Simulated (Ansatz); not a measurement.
## Where V_F puts its levels in the gap of KZnF3 (Pm-3m)

Charge states of V_F in KZnF3 (Pm-3m), set against the band edges. Model: a cell of 40 host atoms with 1 F taken out.

Main program and level: Ansatz 0.2.0; place-levels on r2SCAN runs: charge-transition levels and formation energies with image-charge correction and potential alignment at the atomic sites.

### 1. Set-up

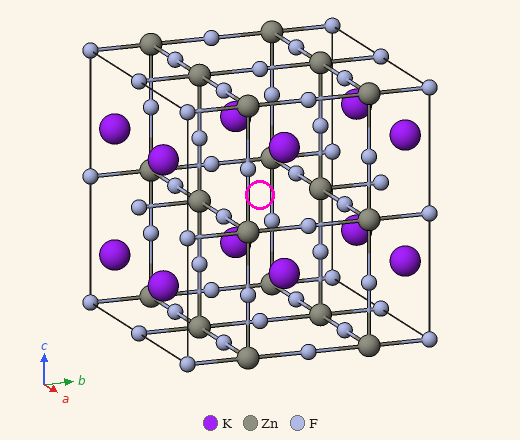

Start, viewed slightly off an axis; potassium purple, zinc grey, fluorine light blue. A ring marks the centre wherever it is empty. Some periodic images of atoms are drawn too.

The cell holds 39 atoms: 8 K, 8 Zn and 23 F. Cell: a = 8.094 Å, b = 8.094 Å, c = 8.094 Å, α = 90.0°, β = 90.0°, γ = 90.0°. It derives from KZnF3 (space group Pm-3m). Nearest the centre at fractional (0.250, 0.500, 0.250): Zn2 at 2.02 Å, Zn12 at 2.02 Å, F13 at 2.86 Å, F3 at 2.86 Å, F10 at 2.86 Å, K11 at 2.86 Å, F5 at 2.86 Å, K15 at 2.86 Å.

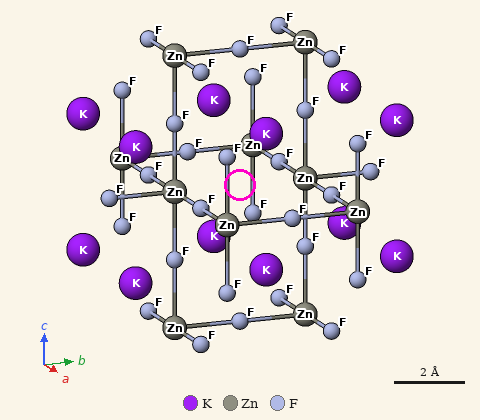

The atoms within 5 Å of the centre. A ring marks the centre wherever it is empty.

As a file:

```xyz
39
Lattice="8.0936 0.0000 0.0000 0.0000 8.0936 0.0000 0.0000 0.0000 8.0936" Properties=species:S:1:pos:R:3 pbc="T T T"
K     0.0000    0.0000    0.0000
Zn    2.0234    2.0234    2.0234
F     0.0000    2.0234    2.0234
F     2.0234    0.0000    2.0234
F     2.0234    2.0234    0.0000
K     0.0000    0.0000    4.0468
Zn    2.0234    2.0234    6.0702
F     0.0000    2.0234    6.0702
F     2.0234    0.0000    6.0702
F     2.0234    2.0234    4.0468
K     0.0000    4.0468    0.0000
Zn    2.0234    6.0702    2.0234
F     0.0000    6.0702    2.0234
F     2.0234    6.0702    0.0000
K     0.0000    4.0468    4.0468
Zn    2.0234    6.0702    6.0702
F     0.0000    6.0702    6.0702
F     2.0234    4.0468    6.0702
F     2.0234    6.0702    4.0468
K     4.0468    0.0000    0.0000
Zn    6.0702    2.0234    2.0234
F     4.0468    2.0234    2.0234
F     6.0702    0.0000    2.0234
F     6.0702    2.0234    0.0000
K     4.0468    0.0000    4.0468
Zn    6.0702    2.0234    6.0702
F     4.0468    2.0234    6.0702
F     6.0702    0.0000    6.0702
F     6.0702    2.0234    4.0468
K     4.0468    4.0468    0.0000
Zn    6.0702    6.0702    2.0234
F     4.0468    6.0702    2.0234
F     6.0702    4.0468    2.0234
F     6.0702    6.0702    0.0000
K     4.0468    4.0468    4.0468
Zn    6.0702    6.0702    6.0702
F     4.0468    6.0702    6.0702
F     6.0702    4.0468    6.0702
F     6.0702    6.0702    4.0468
```

The host's dielectric constants go in as inputs: 2.43 for the electrons alone, 9.81 with the ions, computed on the host (DFPT, PBEsol).

The cell's shortest repeat is 8.1 Å.

### 2. Charge states

A transition level is the Fermi level at which two charge states cost the same, so each charge needs its own total energy, at its own relaxed structure.

Each atom starts 0.05 Å or so off its site in a random direction: a symmetric start keeps its symmetry, and would miss off-centre moves and Jahn–Teller distortions. Forces are taken at the zone centre alone. The cell holds 1 electron more than the neutral one, with a uniform background that keeps it neutral on the whole.

One state's input; the others differ in charge, spin, start and seed, and in occupations where the table says so.

qm1.relax/input.yaml

```yaml
crystal:
  lattice:
    - [4.04680842, 0.0, 0.0]
    - [0.0, 4.04680842, 0.0]
    - [0.0, 0.0, 4.04680842]
  atoms:
    - { symbol: K, position: [0.0, 0.0, 0.0] }
    - { symbol: Zn, position: [0.5, 0.5, 0.5] }
    - { symbol: F, position: [0.0, 0.5, 0.5] }
    - { symbol: F, position: [0.5, 0.0, 0.5] }
    - { symbol: F, position: [0.5, 0.5, 0.0] }
  supercell: [2, 2, 2]
  defects: [{ vacancy: 13 }]
total_charge: -1
basis:
  ecutwfc: 500
  xc_grid: 2
hamiltonian:
  xc: r2scan
kpoints:
  mp_grid: { grid: [1, 1, 1] }
scf:
  occupations: { method: fixed }
  max_iter: 100
output:
  forces: true
  charged_corrections: { epsilon: 2.43, static_epsilon: 9.81 }
relax:
  f_tol: 0.02
  max_steps: 80
  random_displacement: { amplitude: 0.05, seed: 4531 }
checkpoint:
  write: "../qm1.relax.run"
  compress: false
  write_wavefunctions: true
  write_every: 100000
```

The run is started by

```
$ ansatz run input.yaml --threads 4 --pin off --max-ram 6594MiB --backend cpu --events-out ev --progress --plain --runs-dir out
```

Defect states can disperse in a cell of this size, so the energy is taken again at a 2×2×2 shifted mesh, on the relaxed structure.

The run of this state that the levels use, under r2SCAN:

qm1.point/input.yaml

```yaml
crystal:
  checkpoint: "../qm1.relax.run"
  host: checkpoint
total_charge: -1
basis:
  ecutwfc: 500
  xc_grid: 2
hamiltonian:
  xc: r2scan
kpoints:
  mp_grid: { grid: [2, 2, 2], shift: [0.5, 0.5, 0.5] }
scf:
  occupations: { method: fermi_dirac, width: 0.01 }
  max_iter: 100
output:
  forces: true
  eigenvalues: true
  charged_corrections:
    epsilon: 2.43
    static_epsilon: 9.81
    defect_position: [0.25, 0.5, 0.25]
  eigenstates: { localisation: true }
  populations: true
  band_densities: [{ bands: [v1, v1] }, { bands: [c1, c1] }]
  write_density: true
  write_potential: true
  volumetric_format: npy
checkpoint:
  read: "../qm1.relax.run"
  write: "../qm1.point.run"
  compress: false
  write_wavefunctions: false
  write_every: 100000
```

Relaxations under r2SCAN at the zone centre alone; times on 4 threads of Arm Neoverse V2, shared host:

| charge | moment (μB) | occupations | outcome | steps | largest displacement against the far atoms (Å) | time |
| --- | --- | --- | --- | --- | --- | --- |
| −1 | 0 | fixed | converged | 12 | 0.97 | 56 s |
| 0 | 1 | fixed | converged | 5 | 0.07 | 58 s |
| +1 | 0 | fixed | converged | 5 | 0.16 | 26 s |

Single points under r2SCAN at a 2×2×2 shifted mesh; times on 4 threads of Arm Neoverse V2, shared host:

| charge | moment (μB) | occupations | outcome | time |
| --- | --- | --- | --- | --- |
| −1 | 0 | fermi-dirac | converged | 48 s |
| 0 | 1 | fermi-dirac | converged | 2.2 min |
| +1 | 0 | fermi-dirac | converged | 45 s |

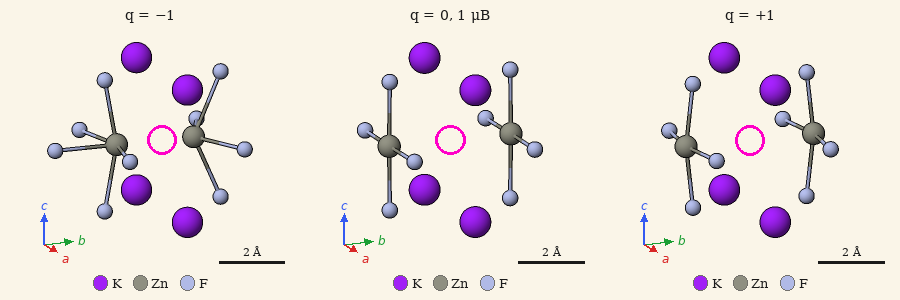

The structures near the centre after relaxation with r2SCAN, by charge. A ring marks the centre wherever it is empty.

Distances (Å) from the ideal centre to the nearest atoms after relaxation with r2SCAN:

| charge | moment (μB) | 1. | 2. | 3. | 4. | 5. | 6. |
| --- | --- | --- | --- | --- | --- | --- | --- |
| −1 | 0 | Zn 1.05 | Zn 1.52 | F 2.80 | F 2.80 | F 2.80 | F 2.80 |
| 0 | 1 | Zn 1.99 | Zn 2.00 | F 2.82 | F 2.82 | F 2.82 | F 2.82 |
| +1 | 0 | Zn 2.11 | Zn 2.11 | F 2.71 | F 2.71 | F 2.72 | F 2.72 |

### 3. place-levels, r2SCAN

A charged cell interacts with its images and the background, and its potential has another zero than the host's. place-levels removes the first by a point-charge model, screened by the static dielectric constant since the ions have relaxed around the charge, and the second by comparing potentials at atoms far from the defect.

The host is a run of the defect-free crystal in the same cutoffs, grids and k-points, so that basis and sampling errors cancel in part in the differences. The host is run in a cell of 5 atoms on a matching mesh. Its band edges are searched through the zone by a band path, so the gap is smaller than, or equal to, that on the mesh. Chemical potentials are energies per atom of F (F2 molecule), run with the same functional and cutoff.

levels.point.yaml

```yaml
host:
  run: host.point.run
states: [qm1.point.run, q0_M1.point.run, qp1.point.run]
geometry_from:
  qm1.point.run: qm1.relax.run
  q0_M1.point.run: q0_M1.relax.run
  qp1.point.run: qp1.relax.run
chemical_potentials:
  F:
    energy: -806.855705
    dataset: <sha256 of the dataset>
```

The run is started by

```
$ ansatz place-levels levels.point.yaml -- --threads 4 --pin off --max-ram 6594MiB
```

Numbers of over 12 decimals in the logs are rounded to 6 here.

The log of the run:

```text
[... repeated set-up lines and file paths are left out, and long positions are rounded to six places ...]
(+1/0) 3.916 eV above the valence edge, 0.720 eV under the conduction edge; not on the lower envelope
(0/-1) 3.120 eV above the valence edge, 1.515 eV under the conduction edge; not on the lower envelope
(+1/-1) 3.518 eV above the valence edge, 1.117 eV under the conduction edge: charges between them are lowest nowhere
formation energy of charge +1: +2.195 eV with the Fermi level at the valence edge
formation energy of charge 0: +6.111 eV with the Fermi level at the valence edge
formation energy of charge -1: +9.232 eV with the Fermi level at the valence edge
  edges by r2scan, gap 4.636 eV; the host is sampled to repeats of 22.89 Å
  the defect's cells are sampled to repeats of 22.89 Å, like sampling
  charge +1: -57617.8810 eV with its correction of +0.031 eV, at epsilon 9.81, aligned at sites: -0.2260 eV, mean over 25 atomic sites at or beyond 4.05 Å from the defect at [0.2500, 0.5000, 0.2500], with -0.013049 for the charge's moments and without [...]
  charge 0: +0.000 eV for its dipole among its images, +0.000 omitted
  charge -1: -57603.2990 eV with its correction of +0.327 eV, at epsilon 9.81, aligned at sites: -0.0698 eV, mean over 25 atomic sites at or beyond 4.05 Å from the defect at [0.2500, 0.5000, 0.2500], with +0.025196 for the charge's moments and without [...]
  of states[2] (qp1.point.run): how wide its charge is, is not read beside other atoms or cores, and a band state would take no correction. [...]
  of states[1] (q0_M1.point.run): its alignment with the host at atomic sites is doubtful: the mean over the far sites moves by +0.0536 eV from their farther parts to their nearer, more than 0.05 eV. [...]
  of states[0] (qm1.point.run): how wide its charge is, is not read beside other atoms or cores, and a band state would take no correction. [...]
```

Elapsed: 0.14 s, on 4 threads of Arm Neoverse V2, shared host.

Under r2SCAN the gap is 4.64 eV, (+1/0) 3.92, (0/−1) 3.12 eV; the steps are inverted, so the lowest state changes at (+1/−1) 3.52 eV.

Levels between the charges placed, in eV above the valence top:

|  | gap (eV) | (+1/0) | (0/−1) |
| --- | --- | --- | --- |
| r2SCAN | 4.64 | 3.92 | 3.12 |

Corrections by state:

| charge | moment (μB) | image terms and alignment (eV) | band filling (eV) | ε used | over the lowest of its charge, as the program ranks them, band filling apart (eV) |
| --- | --- | --- | --- | --- | --- |
| +1 | 0.0 | 0.031 | - | 9.81 | 0.000 |
| 0 | 1.0 | 0.000 | - | - | 0.000 |
| −1 | 0.0 | 0.327 | - | 9.81 | 0.000 |

From the program's caveats on the states, each cut to its opening words:

- charge +1, −1: how wide its charge is, is not read beside other atoms or cores, and a band state would take no correction
- charge 0 (1 μB): its alignment with the host at atomic sites is doubtful: the mean over the far sites moves by +0.0536 eV from their farther parts to their nearer, more than [...]
- charge 0 (1 μB): its displacements don't fall off away from the defect: farther atoms stand 0.012 Å off the host's places
- charge 0 (1 μB): flagged: stability check not made
- charge −1: its alignment with the host at atomic sites is doubtful: the mean over the far sites moves by +0.1438 eV from their farther parts to their nearer, more than [...]
- charge −1: the host's ions (past the first shell or, of a walk that freed a part, those that it held) aren't shown at rest: they stand up to 0.459 Å off their sites, 0.94 [...]
- charge −1: its displacements don't fall off away from the defect: farther atoms stand 0.05 Å off the host's places

Chemical potentials of the elements' reference phases, run alike. Formation energy by charge state (elemental references; gap 4.64 eV):

| charge | at valence top (eV) | at conduction bottom (eV) | correction included (eV) |
| --- | --- | --- | --- |
| +1 | 2.20 | 6.83 | 0.03 |
| 0 | 6.11 | 6.11 | 0.00 |
| −1 | 9.23 | 4.60 | 0.33 |

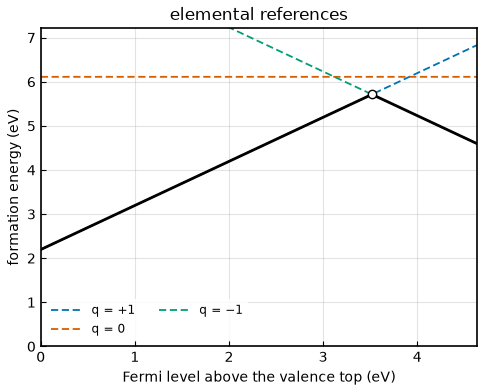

Formation energy against Fermi level; the thick line follows the lowest charge state and circles mark the transition levels.

The charge transition levels (eV, zero at the valence-band top of the host):

|  | conduction bottom | valence top |
| --- | --- | --- |
| V_F | 4.64 | 0.00 |

|  | level | energy (eV) |
| --- | --- | --- |
| V_F | (+1/−1) | 3.52 |

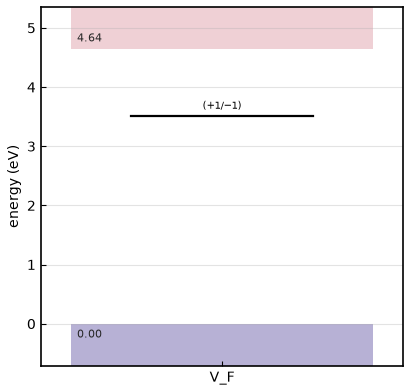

Charge transition levels. Shaded: valence and conduction bands.

### 4. The same at the relaxations' own k-points

The relaxations' own energies give the levels at their sampling, for comparison.

levels.relax_mesh.yaml is levels.point.yaml with these lines changed:

```diff
-  run: host.point.run
-states: [qm1.point.run, q0_M1.point.run, qp1.point.run]
-geometry_from:
-  qm1.point.run: qm1.relax.run
-  q0_M1.point.run: q0_M1.relax.run
-  qp1.point.run: qp1.relax.run
+  run: host.relax.run
+states: [qm1.relax.run, q0_M1.relax.run, qp1.relax.run]
```

The run is started by

```
$ ansatz place-levels levels.relax_mesh.yaml -- --threads 4 --pin off --max-ram 6594MiB
```

The log of the run:

```text
[...]
formation energy of charge +1: +2.172 eV with the Fermi level at the valence edge
formation energy of charge 0: +5.774 eV with the Fermi level at the valence edge
formation energy of charge -1: +8.934 eV with the Fermi level at the valence edge
  edges by r2scan, gap 4.638 eV; the host is sampled to repeats of 8.09 Å
[... the lines on each state left out ...]
```

Levels between neighbouring charges, in eV above the valence top:

|  | gap (eV) | (+1/0) | (0/−1) |
| --- | --- | --- | --- |
| the zone centre alone | 4.64 | 3.60 | 3.16 |
| a 2×2×2 shifted mesh | 4.64 | 3.92 | 3.12 |

Going from the zone centre alone to a 2×2×2 shifted mesh moves the levels that carry no band-filling term by up to 0.31 eV and formation energies against the elements by up to 0.34 eV.

### 5. place-levels, LDA

LDA on the same structure is run to see how far the result rests on the functional, though not on the errors that semilocal functionals share; the sampling changes too, to the zone centre alone, so differences hold both changes.

qm1.lda/input.yaml

```yaml
crystal:
  checkpoint: "../qm1.relax.run"
  host: checkpoint
total_charge: -1
basis:
  ecutwfc: 420
  xc_grid: 2
hamiltonian:
  xc: lda
kpoints:
  mp_grid: { grid: [1, 1, 1] }
scf:
  occupations: { method: fermi_dirac, width: 0.01 }
  max_iter: 100
output:
  forces: true
  eigenvalues: true
  charged_corrections:
    epsilon: 2.43
    static_epsilon: 9.81
    defect_position: [0.25, 0.5, 0.25]
checkpoint:
  write: "../qm1.lda.run"
  compress: false
  write_wavefunctions: false
  write_every: 100000
```

Wall time 3.7 s (4 threads); peak memory 0.62 GiB.

levels.lda.yaml

```yaml
host:
  run: host.lda.run
states: [qm1.lda.run, q0_M1.lda.run, qp1.lda.run]
geometry_from:
  qm1.lda.run: qm1.relax.run
  q0_M1.lda.run: q0_M1.relax.run
  qp1.lda.run: qp1.relax.run
chemical_potentials:
  F:
    energy: -790.693682
    dataset: <sha256 of the dataset>
```

The run is started by

```
$ ansatz place-levels levels.lda.yaml -- --threads 4 --pin off --max-ram 6594MiB
```

The log of the run:

```text
[...]
formation energy of charge +1: +2.277 eV with the Fermi level at the valence edge
formation energy of charge 0: +5.385 eV with the Fermi level at the valence edge
formation energy of charge -1: +8.268 eV with the Fermi level at the valence edge
  edges by lda, gap 3.642 eV; the host is sampled to repeats of 8.09 Å
[... the lines on each state left out ...]
```

Wall time 0.14 s (4 threads).

Under LDA the gap is 3.64 eV, (+1/0) 3.11, (0/−1) 2.88 eV; the steps are inverted, so the lowest state changes at (+1/−1) 3.00 eV.

### 6. What a wrong or other choice does

The levels are placed again with one choice changed, to see how much they rest on it.

levels.try0.yaml is levels.point.yaml with these lines changed:

```diff
+epsilon: 2.43
+static_epsilon: 2.43
```

The run is started by

```
$ ansatz place-levels levels.try0.yaml -- --threads 4 --pin off --max-ram 6594MiB
```

The log of the run:

```text
(+1/0) 3.397 eV above the valence edge, 1.238 eV under the conduction edge
(0/-1) 3.645 eV above the valence edge, 0.991 eV under the conduction edge
formation energy of charge +1: +2.714 eV with the Fermi level at the valence edge
formation energy of charge 0: +6.111 eV with the Fermi level at the valence edge
formation energy of charge -1: +9.756 eV with the Fermi level at the valence edge
  edges by r2scan, gap 4.636 eV; the host is sampled to repeats of 22.89 Å
[... the lines on each state left out ...]
```

The change: the electronic dielectric constant for relaxed ions.

Levels in eV above the valence top; the changed ones are not the defect's:

|  | gap (eV) | (+1/0) | (0/−1) |
| --- | --- | --- | --- |
| changed | 4.64 | 3.40 | 3.65 |
| as set up | 4.64 | 3.92 | 3.12 |

The largest shift is 0.52 eV.

### 7. What a wrong or other choice does

The levels are placed again with one choice changed, to see how much they rest on it.

levels.try1.yaml is levels.point.yaml with these lines changed:

```diff
+epsilon: 3.23
+static_epsilon: 13.05
```

The run is started by

```
$ ansatz place-levels levels.try1.yaml -- --threads 4 --pin off --max-ram 6594MiB
```

The log of the run:

```text
[...]
formation energy of charge +1: +2.153 eV with the Fermi level at the valence edge
formation energy of charge 0: +6.111 eV with the Fermi level at the valence edge
formation energy of charge -1: +9.189 eV with the Fermi level at the valence edge
  edges by r2scan, gap 4.636 eV; the host is sampled to repeats of 22.89 Å
[... the lines on each state left out ...]
```

The change: dielectric constants a third too high.

Levels in eV above the valence top; the changed ones are not the defect's:

|  | gap (eV) | (+1/0) | (0/−1) |
| --- | --- | --- | --- |
| changed | 4.64 | 3.96 | 3.08 |
| as set up | 4.64 | 3.92 | 3.12 |

The largest shift is 0.04 eV.

### 8. Side by side

Levels between neighbouring charges, in eV above each run's own valence top:

|  | gap (eV) | (+1/0) | (0/−1) | CPU time a state at this stage (restarts are quicker than cold starts) |
| --- | --- | --- | --- | --- |
| r2SCAN, 2×2×2 shifted mesh | 4.64 | 3.92 | 3.12 | 4.7 min |
| LDA on r2SCAN structures, zone centre alone | 3.64 | 3.11 | 2.88 | 19 s |

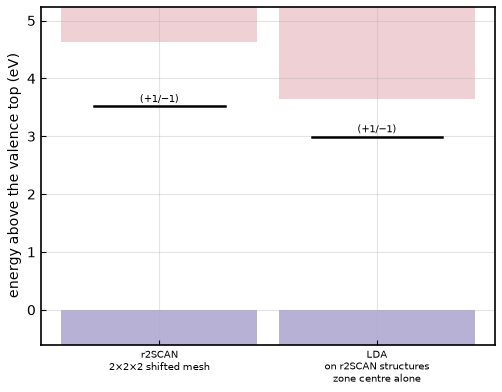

Levels between stable charges at each rung, each against its own band edges (shaded).

### 9. Results

| Property | Result |
| --- | --- |
| gap of the host | 4.64 eV (r2SCAN) |
| level (plus 1/0) | 3.92 eV above the valence top, not a change between lowest states |
| level (0/minus 1) | 3.12 eV above the valence top, not a change between lowest states |
| level (plus 1/minus 1) | 3.52 eV above the valence top |
| lowest of the charges placed, just above the valence top (0.02 eV) | +1 |
| lowest of the charges placed, just below the conduction bottom (0.02 eV) | −1 |
| lowest formation energy at mid-gap of the charges run, elemental references | 4.51 eV |

What this shows: Of the charges placed (−1, 0 and +1), the lowest changes at 3.52 eV (+1/−1) above the valence top, in a gap of 4.64 eV. (+1/−1) passes over charge 0, which lies 0.40 eV above the two there; a lower structure or spin state of it, if missed, would change that. Charges above +1 and below −1 were not placed, so these runs say nothing of levels that involve them. States placed: +1 at 0 μB; 0 at 1 μB; −1 at 0 μB. Other spin states or structures, where not listed, weren't placed. Going from the zone centre alone to a 2×2×2 shifted mesh moves the levels that carry no band-filling term by up to 0.31 eV and formation energies against the elements by up to 0.34 eV. The program doubts the alignment of potentials for at least one state, a sign that the cell is small. Limits: the images are only 8.1 Å apart; r2SCAN makes the gap too small and tends to spread out bound carriers; where a gas molecule sets a chemical potential or the host's formation energy, its binding is uncorrected; force components of up to 0.36 eV/Å remain in a run at the final settings.

[Logs are printed without paths, hosts, clocks, repeated set-up lines and the standing remarks that a program may print on its own settings, such as how far it seeks lower states.]

[Hosts, paths, dates, database ids (printed as entryN), source tags and the programs' standing remarks are cut or masked in the printed files.]

[Where a table of states has a column of steps, it counts the stored structures, which are thinned; the runs took as many ionic steps or more.]

[A defect's name tells the site on which it was built; relaxed atoms can leave that site.]

[For some hosts the program warned that the k-mesh of the response run may be too coarse for force constants and the static dielectric constant; such warnings are not shown here.]
